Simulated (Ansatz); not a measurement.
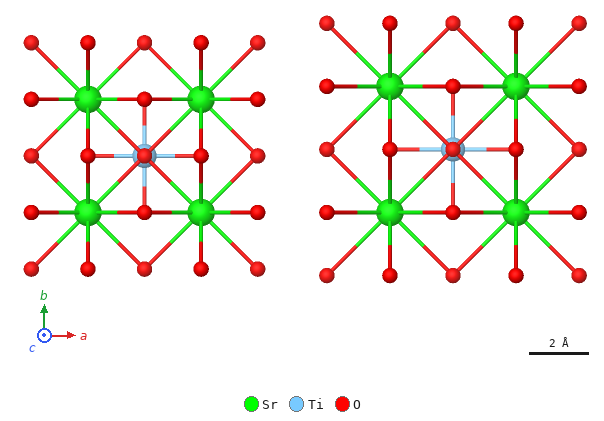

Two geometries of crystalline SrTiO3 (built on the cubic perovskite type), drawn at one scale. One is the start of a relaxation, the other its converged end. The picture is a ball-and-stick view of the cell of the calculation, seen along the c axis.

Level of theory: DFT, PBEsol, plane waves, PAW (Ansatz). Set-up: plane-wave cutoff 420 eV; k-point mesh 6 × 6 × 6; occupations fermi dirac; smearing width 0.03 eV; no spin polarisation; cell and atoms relaxed; force threshold 0.01 eV/Å; at most 120 steps.

Which geometry has the lower energy?

Answer. The left one is the relaxed one. The energy falls by 557 meV per atom in 5 accepted moves (7 points after the start). All forces vanish by symmetry, so only the cell relaxes. Pressure: −29.33 GPa at the start and 0.00 GPa at the end. At 2 points the geometry stayed and the basis and grid were re-selected for the new cell (energy shift of 3.6 meV per atom at most each time). The atoms keep their places relative to the cell (all moves are under 0.005 Å). The drawn cell changes as follows: a = b = c 4.336 → 3.891 Å (−10.3 %); the volume changes by −27.7 %. Near-neighbour distances that change, for instance: Sr–Ti 3.755 → 3.370 Å, O–Sr 3.066 → 2.751 Å, O–Ti 2.168 → 1.946 Å. The space group stays Pm-3m (No. 221).
